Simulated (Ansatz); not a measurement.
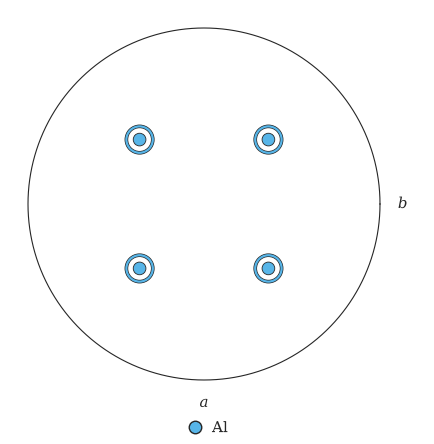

For AlNi, coordinates from a relaxation with Ansatz 0.2.0, DFT PBE, scalar-relativistic, plane waves, PAW: directions from one nickel atom at (1/2, 1/2, 1/2) to its bonded neighbours, in stereographic projection down c (filled: above the plane of the page or in it, open: below). All values are computed from the atomic coordinates in the standard setting (tolerance 0.002 Å).

Neighbours are counted up to 2.81 Å for Al.

```cif
data_structure
_symmetry_space_group_name_H-M 'P 1'
_symmetry_Int_Tables_number 1
_cell_length_a 2.8931
_cell_length_b 2.8931
_cell_length_c 2.8931
_cell_angle_alpha 90.000
_cell_angle_beta 90.000
_cell_angle_gamma 90.000
_cell_volume 24.21
loop_
_atom_site_label
_atom_site_type_symbol
_atom_site_fract_x
_atom_site_fract_y
_atom_site_fract_z
_atom_site_occupancy
Al1 Al 0.00000 0.00000 0.00000 1
Ni1 Ni 0.50000 0.50000 0.50000 1
```

> How many neighbours are there, and at what angles?

8: 8 Al at 2.51 Å. Angles between bonds: 71° (12×), 109° (12×), 180° (4×).

> What is the site's symmetry in the crystal?

Point group m-3m (Oh), order 48: three fourfold axes, four threefold axes, six twofold axes, nine mirror planes, an inversion centre. In No. 221, Pm-3m this is Wyckoff position 1b.
